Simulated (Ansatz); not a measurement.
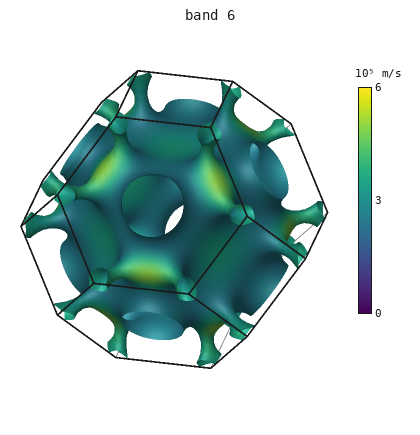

Fermi surface of Sc (Fm-3m), coloured by the Fermi speed.

The calculation used DFT PBE, scalar-relativistic, plane waves, PAW; levels and slopes on a dense k mesh at the converged density (Ansatz 0.2.0). No spin polarisation. Mesh 34×34×34, interpolated with the band slopes. The geometry was not relaxed (residual pressure 4 GPa).

Q: How fast are the electrons on each sheet?

A: Band 6: 2.5 to 4.5 × 10⁵ m/s over most of the sheet, 2.9 × 10⁵ m/s on average over states.
